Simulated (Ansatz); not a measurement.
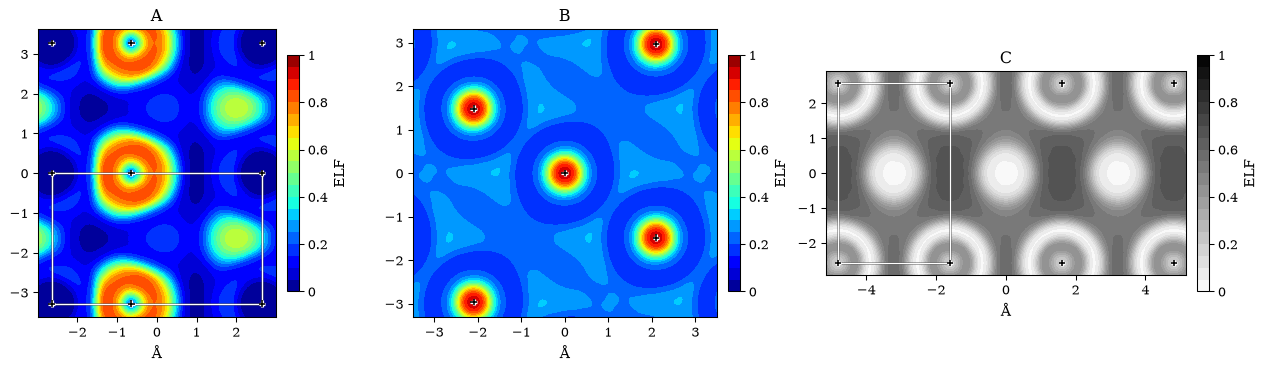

The electron localisation function of 3 systems, each on a plane through atoms (crosses mark nuclei in the plane).

Theory: DFT PBE, scalar-relativistic, plane waves, PAW in Ansatz.

System 1: Mg, the (100) plane of the conventional cell. Space group P6₃/mmc; a structure from a database of computed crystals, not necessarily the ambient phase.

```
Mg
1.0
     3.20885    0.00000    0.00000
    -1.60442    2.77894    0.00000
     0.00000    0.00000    5.14592
Mg
2
Direct
  0.33333 0.66667 0.25000
  0.66667 0.33333 0.75000
```

System 2: ZnO, the (11̄0) plane of the conventional cell. Space group P6₃mc; a structure from a database of computed crystals, not necessarily the ambient phase.

```
CELL_PARAMETERS angstrom
3.27939 0.00000 0.00000
-1.63970 2.84004 0.00000
0.00000 0.00000 5.29323
ATOMIC_POSITIONS crystal
Zn 0.66667 0.33333 0.50060
Zn 0.33333 0.66667 0.00060
O 0.66667 0.33333 0.87971
O 0.33333 0.66667 0.37971
```

System 3: Cu (cell with a defect), the (100) plane of the calculation cell. Computed without spin polarisation.

Q: Which map belongs to which system?

A: Panel A is system 2, ZnO: the plane holds Zn and O. Zn–O (2.01 Å): the ELF peaks at about 0.85 in the valence shell of O, 0.6 Å from its nucleus, and is about 0.25 at the midpoint: no shared electron pair shows on this line. Panel B is system 3, Cu: the plane holds Cu. Cu–Cu (2.57 Å): the ELF is about 0.20 at the midpoint (no shared electron pair shows on this line). Panel C is system 1, Mg: the plane holds Mg.
